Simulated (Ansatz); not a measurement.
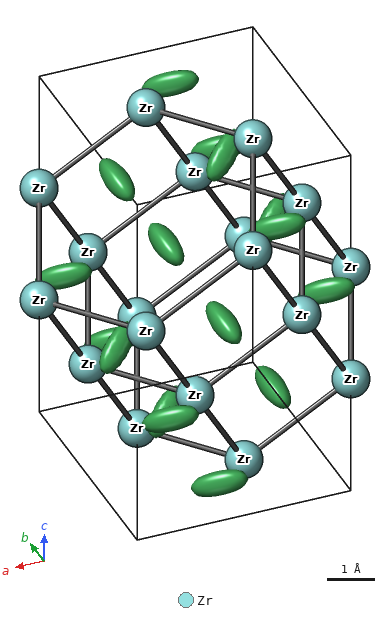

*Zr. Isosurface of the ELF at 0.65 (green), seen at an oblique angle. Core shells and regions of very low density are left out. Sticks mark near contacts.*

Space group P6/mmm; a structure from a database of computed crystals, not necessarily the ambient phase.

These are results of DFT LDA, scalar-relativistic, plane waves, PAW (Ansatz), not measurements.

In a PAW calculation such maps are meaningful between the atoms, not at the nuclei.

Q: Identify the bonds, lone pairs and shells in this picture.

A: The ELF exceeds this value in twelve pockets between the atoms, centred on no nucleus (multi-centre or interstitial), counted in one cell of 8 atoms. Regions shared between cells count once. There are no localised bonds or lone pairs at this value.

Values along the shortest contacts:
Zr–Zr (2.71 Å): the ELF is about 0.25 at the midpoint: no localised pair shows between them. Zr–Zr (2.86 Å): the ELF is about 0.20 at the midpoint (no shared electron pair shows on this line).
